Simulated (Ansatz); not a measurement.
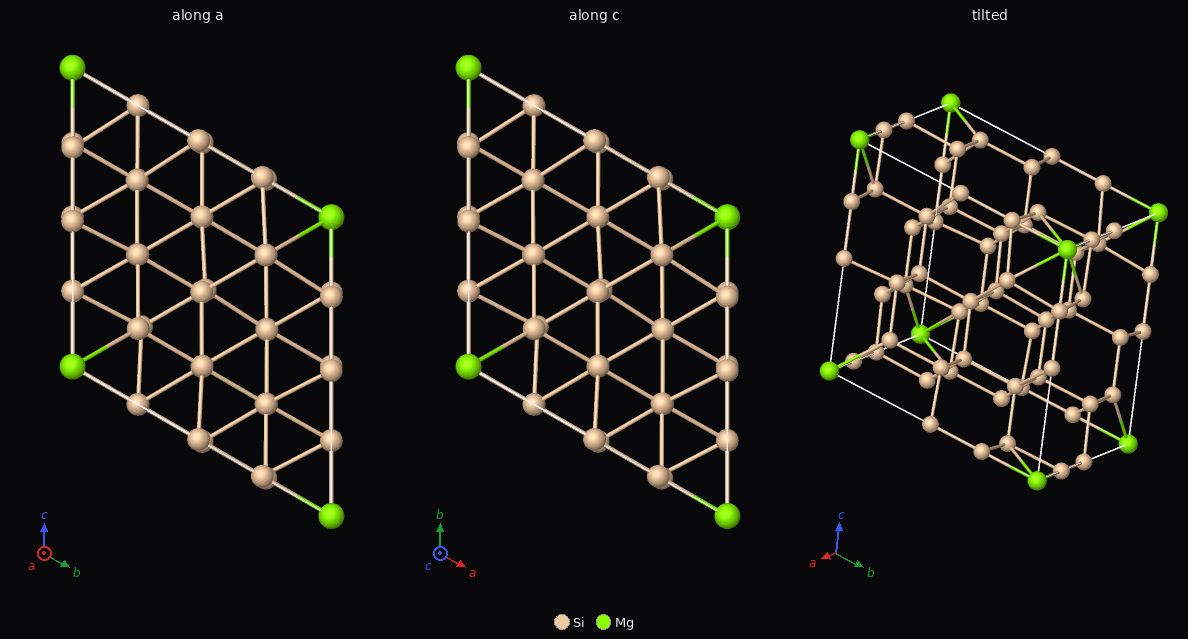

The crystal in a ball-and-stick representation, seen along the a axis, along the c axis and slightly off an axis. The simulation cell is outlined; an atom on or near a face, edge or corner is repeated at each equivalent position. Cell: a = 9.412 Å, b = 9.412 Å, c = 9.412 Å, α = 109.47°, β = 109.47°, γ = 109.47°.

Explain the picture.

Chemical formula MgSi₃₂. Cell content 1 Mg, 32 Si; Z = 1. Each Mg is bonded to ten Si at about 2.5 to 2.8 Å. The bonds build a three-dimensional framework.

The initial geometry was a structure listed in the Materials Project, repeated into a supercell with a point defect put in. The atoms were relaxed in a fixed cell with DFT PBEsol, scalar-relativistic, plane waves, PAW (Ansatz 0.2.0).
